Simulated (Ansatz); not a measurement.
# Single-point calculation of WS$_{2}$

- system: WS$_{2}$ (P6₃/mmc, 6 atoms in the cell)
- method: DFT, PBE, dispersion d3bj, plane waves, PAW, spin-polarised (Ansatz 0.2.0)

The structure derives from a Materials Project entry. Some settings of this run were made unusual or wrong on purpose.

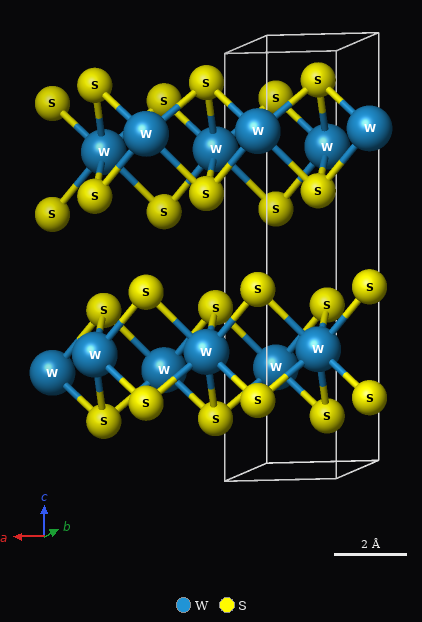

Fig. 1: The structure (ball-and-stick view of the cell of the calculation, repeated 3 × 2 × 1, seen at an oblique angle). An atom can appear more than once, as a periodic image. Near neighbours in the periodic cell (some may lie outside the picture): W has 6 S at 2.41 Å; S has 3 W at 2.41 Å.

**Outcome**

```csv
quantity,value
outcome,converged
space group (tolerance 0.01 Å),P6₃/mmc (194)
electrons treated,52
free energy,−24385.3200 eV
Fermi energy,12.510 eV
gap on the k-point mesh,0.89 eV
net moment of the cell,0.00 μB
integrated absolute moment,0.00 μB
pressure,−0.01 GPa
largest force (length of the vector),under 0.001 eV/Å
hardware,"4 threads of Intel Xeon (Granite Rapids), 96 GiB of memory available, shared host"
wall time,6.4 s (CPU time 21 s)
peak memory,0.68 GiB
```

**Notes**

This input holds a deliberate fault: an impossible spin (`magnetization`). The run converged; whether the setting changed the result can't be told without a sound run beside it. Warnings of the run: some starting moments were not kept; the structure was made exactly symmetric.

**Input file**
```yaml
crystal:
  lattice:
    - [3.1541066627, 0.0, 0.0]
    - [-1.5770533313, 2.7315364961, 0.0]
    - [0.0, 0.0, 12.1445021927]
  atoms:
    - { symbol: W, position: [0.3333333333, 0.6666666667, 0.7499960396] }
    - { symbol: W, position: [0.6666666667, 0.3333333333, 0.2500039604] }
    - { symbol: S, position: [0.3333333333, 0.6666666667, 0.1203377666] }
    - { symbol: S, position: [0.6666666667, 0.3333333333, 0.6203321176] }
    - { symbol: S, position: [0.3333333333, 0.6666666667, 0.3796678824] }
    - { symbol: S, position: [0.6666666667, 0.3333333333, 0.8796622334] }
basis:
  ecutwfc: 420
kpoints:
  mp_grid: { grid: [12, 12, 2] }
hamiltonian:
  xc: pbe
  dispersion: d3bj
scf:
  occupations: { method: gaussian, width: 0.02 }
  max_iter: 50
output:
  forces: true
  eigenvalues: true
  stress: true
magnetization:
  spin_polarized: true
  initial_magnetization: 40
```

Command:
```bash
ansatz run input.yaml --threads 4 --pin off --max-ram 10240MiB --backend cpu --events-out ev --progress --plain --runs-dir out
```

**Output**
```
Warning: the atoms were moved onto the symmetric positions of the space group found under crystal.symmetry.tolerance 1.0e-5 (fractional; no operation is sought that the atoms, as they stand in a round, miss by more than twice it, and no atom is moved by as much as it), and the run uses the moved positions. Before a round's move an operation carried an atom to 9.62e-5 Å from where it should land, the largest such distance. Atom 0 (counting from 0) moved farthest, by 4.81e-5 Å; the longest move in fractions of the cell, of whichever atom, is 0.39 of the tolerance, in 1 round. To run the atoms as typed, lower crystal.symmetry.tolerance until the operations that they miss are no longer found, or set crystal.symmetry.detect: false (a key that needs symmetry detection or time reversal refuses this as the deck is read). The positions used, in the order of the run's atom list: position: [0.3333333333333333, 0.6666666666666666, 0.75]; position: [0.6666666666666666, 0.3333333333333333, 0.24999999999999997]; position: [0.3333333333333333, 0.6666666666666666, 0.1203349421]; position: [0.6666666666666666, 0.3333333333333333, 0.6203349421]; position: [0.3333333333333333, 0.6666666666666666, 0.37966505790000005]; position: [0.6666666666666666, 0.3333333333333333, 0.8796650579]; The lattice was moved too: crystal.lattice keeps the space group found at crystal.symmetry.tolerance 1.0e-5 only nearly: the operation that it misses by the most changes a squared length by the fraction 4.62e-11. The run uses the lattice that is a stretch of the typed one, with no rotation, onto the one that keeps every operation to a double's rounding (on a very oblique basis the stretch itself rounds by more); the deck's lattice vector that moved farthest moved by 3.84e-11 Å. To run the lattice as typed, set crystal.symmetry.detect: false, as for the atoms. crystal.lattice made exact, in Å and degrees: [[3.1541066626746224, -2.8867445195146135e-11, 0.0], [-1.577053331312311, 2.7315364961364113, 0.0], [0.0, 0.0, 12.1445021927]]. Pasted over the deck's crystal.lattice, beside positions in fractional coordinates, it runs the same cell (given as lengths and angles, that cell in the form's own orientation, a rigid turn of the misfit's size from the one run here, for which a checkpoint.post_process_only pass over this run's state can be refused: where this run relaxes nothing, give such a pass this deck's own crystal.lattice, as typed; behind a relaxation, as crystal.lattice, the state's own cell, identity.cell in its checkpoint.json), and a matrix so pasted ends this notice, except on a very skew basis of the lattice, where the rounding of the pasted numbers themselves can read as a misfit: the cell is then moved again, and that move is told again. The lattice as run is in this notice's lattice.as_run_ang field (Run.prep()["deck_notices"] in Python, the deck_notice line of an events file, deck_notices of ansatz run --dry-run=json, or deck_notices in record.json in the deck's checkpoint.write directory).
Warning: where an SCF of this run starts from atoms to list the orders of its open shells, W (sites 0, 1, from 0) starts with 4.00 μB on its 5d shell, in the place of the 6.67 μB that the deck gives it: its open shells can hold no more by Hund's first rule. To start from spheres of the given moment, type scf.initial_density.shell_occupations: []
Warning: where an SCF of this run starts from atoms to list the orders of its open shells, S (sites 2, 3, 4, 5, from 0) starts with 2.00 μB on its 3p shell, in the place of the 6.67 μB that the deck gives it: its open shells can hold no more by Hund's first rule. To start from spheres of the given moment, type scf.initial_density.shell_occupations: []
Engine: ansatz 0.2.0, x86_64-unknown-linux-gnu
Pseudopotentials: kind: paw
Pseudopotential: W, paw, valence charge 14, recommended cutoff 420 eV (normal), W.paw.azcp
Pseudopotential: S, paw, valence charge 6, recommended cutoff 420 eV (normal), S.paw.azcp
Functional definition: PBE
  parameter kappa = 0.804
  parameter beta = 0.06672455060314922
  exchange = pbe_x(kappa = kappa, mu = beta*pi^2/3)
  correlation = pbe_c(beta = beta)
Crystal: 6 atoms, lattice volume = 104.632 Å³
Basis set: ecut = 420 eV, 2033 PW (Γ), exchange–correlation on 48×48×180 points (8 copies of the dense FFT grid, shifted against one another)
Bands: 56, of which v1, the nominal top of the filled ones, is band 26 counted from 1 (25 counted from 0)
Symmetry: 24 space group operations
Space group: P63/mmc (ITA 194), of the structure as read, at distance tolerance 4.7e-5 Å
Magnetic group: BNS 194.263 (UNI 1493), of the structure as read, at distance tolerance 4.7e-5 Å
k-points: 38 of 288
Non-local potential: W, projectors of the file, l = 0: 3, l = 1: 2, l = 2: 2, l = 3: 1
Non-local potential: S, projectors of the file, l = 0: 2, l = 1: 2, l = 2: 2
PAW form: soft (Blöchl's): semilocal exchange-correlation on the pseudo side does not see the compensation charge
PAW one-centre angular grid: W, 590 points (default); XC on 64 Gauss nodes
PAW one-centre angular grid: S, 110 points (default); XC on 64 Gauss nodes
Initial density: superposition of atomic densities (chi_scale 0.1, normalization cell)
Starting moments: Σ|m| = 40 μB on 6 of 6 sites
Initial wavefunctions: pseudopotential atomic-orbital guess
Functional: x = pbe(κ = 0.804, μ = 0.2195149727645171), c = pbe(β = 0.06672455060314922)
SCF iter   1: F=—  HF=-24096.452191 eV  |F-HF|=—  |Δ(HF+E_count)|=         —  Δρ=1.63e-1 (↑1.31e-1 ↓1.63e-1)  dr2=5.63e0  dr2_m=2.01e1  M=40.000 μB ∫|m|=40.000 μB  β_m=0.30  ethr=3.10e-3  ⟨swp⟩=9.4  Hψ=22349  notcnv=0  defer=1
Mixer restart at iter 1: flushing history
preconditioner: auto → Kerker (q_TF=auto, 2.428 Å⁻¹)  [metal: Δε(μ)=0.013 eV  Ē_g=12.084 eV  σ=0.020 eV  W_gap=0.35  n_scr=26 (ndim 8)  ℏωp=21.2 eV  f_vac=0.000  D(μ)=35.70/eV (n_scr^D=834)]
spin=Collinear: Kerker preconditioning applied to the charge; magnetization (m = ρ↑ − ρ↓) channel mixes plain (no charge-response kernel on spin).
SCF iter   2: F=—  HF=-24380.968205 eV  |F-HF|=—  |Δ(HF+E_count)|=         —  Δρ=1.50e-1 (↑1.43e-1 ↓1.50e-1)  dr2=3.56e0  dr2_m=2.01e1  M=0.146 μB ∫|m|=0.654 μB  β_m=0.30  ethr=3.10e-3  ⟨swp⟩=2.1  Hψ=6947  notcnv=0  defer=398
Mixer restart at iter 2: flushing history
preconditioner: auto → Resta (q_TF=auto, 2.428 Å⁻¹)  ε∞=3.1  [insulator: Δε(μ)=0.097 eV  Ē_g=15.130 eV  σ=0.020 eV  W_gap=0.59  n_scr=26 (ndim 8)  ℏωp=21.8 eV  f_vac=0.000  D(μ)=1.19/eV (n_scr^D=4)  ε∞_Penn≈3.1]
spin=Collinear: Resta preconditioning applied to the charge; magnetization (m = ρ↑ − ρ↓) channel mixes plain (no charge-response kernel on spin).
SCF iter   3: F=—  HF=-24382.328487 eV  |F-HF|=—  |Δ(HF+E_count)|=    1.36e0  Δρ=1.05e-1 (↑1.01e-1 ↓1.05e-1)  dr2=1.24e0  dr2_m=9.90e0  M=0.042 μB ∫|m|=0.466 μB  β_m=0.64  ethr=3.10e-3  ⟨swp⟩=2.2  Hψ=6122  notcnv=0  defer=399
SCF iter   4: F=—  HF=-24385.280963 eV  |F-HF|=—  |Δ(HF+E_count)|=    2.95e0  Δρ=5.10e-3 (↑5.10e-3 ↓4.02e-3)  dr2=5.58e-2  dr2_m=9.07e-3  M=0.000 μB ∫|m|=0.071 μB  β_m=0.70  ethr=2.39e-3  ⟨swp⟩=2.5  Hψ=8037  notcnv=0  defer=481
SCF iter   5: F=—  HF=-24385.316309 eV  |F-HF|=—  |Δ(HF+E_count)|=   3.53e-2  Δρ=1.64e-3 (↑1.64e-3 ↓9.87e-4)  dr2=5.14e-3  dr2_m=4.22e-4  M=0.000 μB ∫|m|=0.024 μB  β_m=0.85  ethr=1.07e-4  ⟨swp⟩=3.6  Hψ=8133  notcnv=0  defer=530
SCF iter   6: F=—  HF=-24385.319634 eV  |F-HF|=—  |Δ(HF+E_count)|=   3.32e-3  Δρ=2.48e-4 (↑2.48e-4 ↓2.27e-4)  dr2=3.17e-4  dr2_m=1.22e-5  M=0.000 μB ∫|m|=0.003 μB  β_m=0.92  ethr=9.89e-6  ⟨swp⟩=2.0  Hψ=7197  notcnv=0  defer=530
SCF iter   7: F=—  HF=-24385.319964 eV  |F-HF|=—  |Δ(HF+E_count)|=   3.30e-4  Δρ=5.56e-5 (↑4.79e-5 ↓5.56e-5)  dr2=1.35e-5  dr2_m=1.30e-7  M=0.000 μB ∫|m|=0.000 μB  β_m=0.96  ethr=6.09e-7  ⟨swp⟩=2.1  Hψ=6980  notcnv=0  defer=530
SCF iter   8: F=—  HF=-24385.319957 eV  |F-HF|=—  |Δ(HF+E_count)|=   7.26e-6  Δρ=1.48e-5 (↑1.30e-5 ↓1.48e-5)  dr2=1.37e-6  dr2_m=1.18e-8  M=0.000 μB ∫|m|=0.000 μB  β_m=0.98  ethr=2.60e-8  ⟨swp⟩=2.1  Hψ=5670  notcnv=0  defer=530
SCF iter   9: F=—  HF=-24385.319959 eV  |F-HF|=—  |Δ(HF+E_count)|=   2.08e-6  Δρ=3.60e-6 (↑3.60e-6 ↓3.35e-6)  dr2=7.64e-8  dr2_m=2.33e-9  M=0.000 μB ∫|m|=0.000 μB  β_m=0.99  ethr=2.64e-9  ⟨swp⟩=2.0  Hψ=5498  notcnv=0  defer=530
SCF iter  10: F=—  HF=-24385.319959 eV  |F-HF|=—  |Δ(HF+E_count)|=   1.05e-7  Δρ=5.51e-7 (↑5.03e-7 ↓5.51e-7)  dr2=1.99e-9  dr2_m=2.07e-11  M=0.000 μB ∫|m|=0.000 μB  β_m=0.99  ethr=1.47e-10  ⟨swp⟩=2.0  Hψ=5477  notcnv=0  defer=530
SCF iter  11: F=-24385.319959 eV  HF=-24385.319959 eV  |F-HF|=2.55e-11  |Δ(HF+E_count)|=   2.45e-9  Δρ=1.20e-7 (↑1.12e-7 ↓1.20e-7)  dr2=6.05e-11  dr2_m=3.67e-13  M=0.000 μB ∫|m|=0.000 μB  ethr=3.82e-12  ⟨swp⟩=9.1  Hψ=16023  notcnv=0
SCF 1 converged in 11 iterations: F = -24385.319959 eV  dr2 = 6.05e-11
  greatest PAW one-centre occupation: 1.000 electrons in one spin orbital (limit 2), on the W atom at site 1 (counted from 0), in its partial waves of l = 0
```

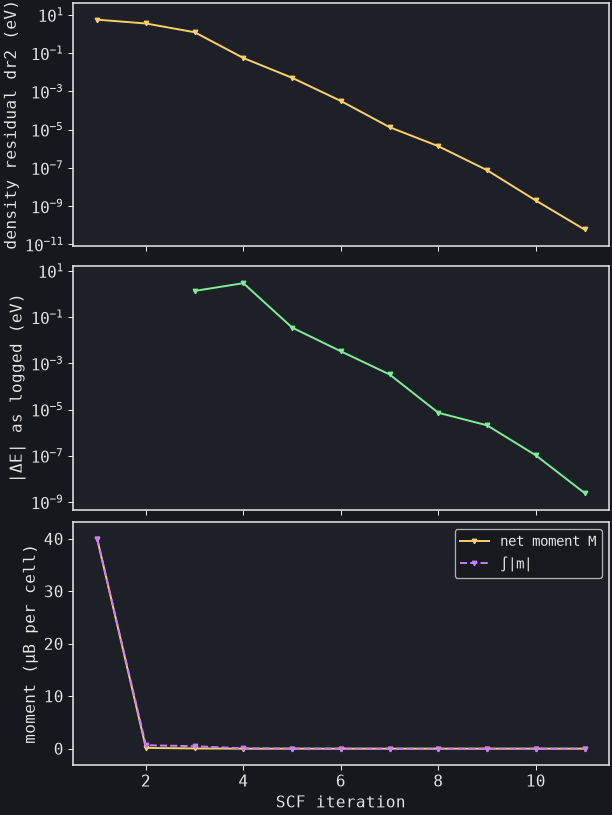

Fig. 2: Convergence of the self-consistent field: density residual dr2, size of the energy change and magnetic moment against the SCF iteration. The residual falls at every step. The net moment goes from 40.0 to 0.0 μB per cell, and ∫|m| falls to zero.

```
WARN: the starting moments were not kept: the SCF closed with an absolute magnetisation of 7.8e-7 μB, where they sum to 40 μB in size (6 sites). That is at most 0.1 of that sum. Measured as dr2_m measures the in/out step, that magnetisation stands 3.1e-14 eV from none, at or under the dr2_threshold of 1.0e-7 eV: it is no larger than a step whose dr2_m would equal this threshold. The system may hold no moment; this SCF shows only that its start led to no more than that. To try another start: raise the starting moments (crystal.atoms[].spin, magnetization.per_species, magnetization.initial_magnetization, or on a non-collinear deck that types none of these the spinor_matrix: blocks that start its atoms; where the total moment is fixed, keep their sum and leave initial_magnetization as it is; typed ones take the place of any that the run laid by itself, positive ones on a crystal's lanthanoids without a Hubbard term where scf.initial_density.shell_occupations: [] is typed) or, if the notice of its spin-set hold's release reads "site moments contracting" or "site moments show no strong build", lengthen the hold (scf.mixing.spin_hold: { on: { confirm: 4 } }; for m-r²SCAN on two components see the key's manual first). Each may lead to a state that holds a moment. A second SCF, from the converged charge density, with the starting moments and any scf.initial_density.shell_occupations laid on it anew, would have followed, and was not run: the deck does not ask for one (magnetization.retry_lost_moments is false, the default). To let it run, set magnetization.retry_lost_moments: true and run the deck again, where that key's refused combinations let it; where memory then withholds it, that run's warning says so.
SCF converged after 11 iterations
Magnetization: 0.0000 μB (26.0000 up, 26.0000 down)
Absolute magnetization: 0.0000 μB (∫|ρ↑−ρ↓|, with the PAW one-centre terms)
Spin contamination: 0.0000 ħ² per cell (⟨S²⟩ above its minimum at these occupations)
Per-site moments (μB) at R_I (Å): [(3.609382966813059e-8, 0.9930773715060963), (3.609382962755063e-8, 0.9930773715060963), (2.171274053116529e-8, 0.9930773715060963), (2.1712740552447104e-8, 0.9930773715060963), (2.171274053701975e-8, 0.9930773715060967), (2.1712740541711362e-8, 0.993077371506097)]
Free energy (F): -24385.319959 eV
Harris-Foulkes:  -24385.319959 eV  (|F-HF|=2.55e-11)
Internal energy: -24385.319959 eV  (E = F + TS)
E sigma→0 (E₀):  -24385.319959 eV
Fermi energy:    12.509765 eV
--- Per-component energies (eV) ---
  E_band       = -357.581104
  E_kinetic    = 1334.632499
  E_local      = -3362.473286  (includes V_loc(G=0)·N_el)
  E_nonlocal   = 114.823443
  E_hartree    = 1328.529111
  E_xc         = -925.242307
  E_vxc        = -831.355932  (∫ρ·V_xc dr)
  E_paw        = -19526.335400  (= ΣΔE_a)
  E_vpaw       = -270.265693  (= ΣTr[D̂ρ^β])
  E_aug_tail   = -0.000123  (compensation charges beyond the density's cutoff)
  E_ewald      = -3346.643371
  E_disp       = -2.610525  (pairwise vdW)
  E_smearing   = -0.000000  (= −TS)
  E_closure    = 0.000000  (closes the sum)
  Σ components = -24385.319959   (vs F -24385.319959, Δ=0.00e0)
--- Forces (eV/Å), atoms counted from 1 ---
  atom   1  W      0.00000000     0.00000000     0.00000000
  atom   2  W     -0.00000000    -0.00000000     0.00000000
  atom   3  S      0.00000000     0.00000000    -0.00047824
  atom   4  S     -0.00000000     0.00000000    -0.00047824
  atom   5  S      0.00000000     0.00000000     0.00047824
  atom   6  S     -0.00000000     0.00000000     0.00047824
  max |Σ_I F_I| component: 8.67e-18 eV/Å
--- Stress (GPa, compression-positive) ---
       -0.003134       0.000000       0.000000
        0.000000      -0.003134       0.000000
        0.000000       0.000000      -0.013971
  P = ⅓ Tr σ = -0.0067 GPa (-0.067 kbar)
--- Band table (eV; the first three rows and the last of 76) ---
  k-point 0 ↑: bands = ["-62.5245", "-62.5245", "-26.8253", "-26.8252", "-26.6432", "-26.6432", "-26.6431", "-26.6431", "-3.6431", "-3.3605", "-2.1346", "-1.6080", "4.3014", "5.5022", "8.0750", "8.5495", "8.5495", "8.5676", "8.5676", "9.7757", "9.7757", "9.8437", "9.8437", "10.6427", "10.7680", "12.0645", "14.3145", "14.3145", "14.3274", "14.3274", "14.3340", "14.3340", "14.5639", "14.5639", "16.7875", "17.0059", "19.7445", "20.3575", "20.7980", "21.6227", "21.6227", "22.1395", "22.1395", "22.5241", "23.3760", "23.4986", "23.4986", "24.5403", "24.5403", "24.7889", "26.6283", "26.7776", "26.9664", "26.9664", "26.9912", "26.9912"]
  k-point 1 ↑: bands = ["-62.5245", "-62.5245", "-26.8252", "-26.8252", "-26.6431", "-26.6431", "-26.6431", "-26.6431", "-3.5209", "-3.5209", "-1.8576", "-1.8576", "4.8121", "4.8121", "8.5584", "8.5584", "8.5584", "8.5584", "9.1155", "9.1155", "9.8096", "9.8096", "9.8096", "9.8096", "11.7554", "11.7554", "14.3011", "14.3011", "14.3011", "14.3011", "14.4678", "14.4678", "14.4678", "14.4678", "16.9010", "16.9010", "20.0315", "20.0315", "21.4233", "21.4233", "21.8614", "21.8614", "21.8614", "21.8614", "23.9450", "23.9450", "23.9450", "23.9450", "24.1544", "24.1544", "27.3914", "27.3914", "27.3914", "27.3914", "27.4277", "27.4277"]
  k-point 2 ↑: bands = ["-62.5232", "-62.5232", "-26.8207", "-26.8206", "-26.6684", "-26.6683", "-26.6490", "-26.6490", "-3.5248", "-3.2423", "-2.0822", "-1.5710", "4.4438", "5.6436", "7.9058", "8.2368", "8.2671", "8.6614", "8.6872", "9.3411", "9.5861", "9.6602", "9.8393", "10.7687", "10.7855", "11.8170", "14.1947", "14.2162", "14.2176", "14.2822", "14.3086", "14.4726", "14.5076", "14.5688", "17.3310", "17.5319", "20.1943", "20.5737", "20.8280", "21.5227", "21.8161", "21.9529", "22.4730", "22.5189", "22.7894", "23.4253", "23.4625", "23.7817", "24.5874", "25.0180", "26.4099", "26.5143", "26.5483", "27.2674", "27.2892", "27.3295"]
  k-point 37 ↓: bands = ["-62.5030", "-62.5030", "-26.9162", "-26.9162", "-26.8805", "-26.8805", "-26.7482", "-26.7482", "-0.9571", "-0.9571", "-0.8937", "-0.8937", "5.5028", "5.5028", "5.9030", "5.9030", "6.8211", "6.8211", "7.1973", "7.1973", "8.2773", "8.2773", "8.8931", "8.8931", "11.3563", "11.3563", "13.3237", "13.3237", "14.5651", "14.5651", "15.4266", "15.4266", "16.8223", "16.8223", "18.5321", "18.5321", "18.6914", "18.6914", "20.7886", "20.7886", "22.7395", "22.7395", "23.6432", "23.6432", "23.6442", "23.6442", "23.8395", "23.8395", "24.2585", "24.2585", "25.6317", "25.6317", "26.8966", "26.8966", "29.6102", "29.6102"]
```
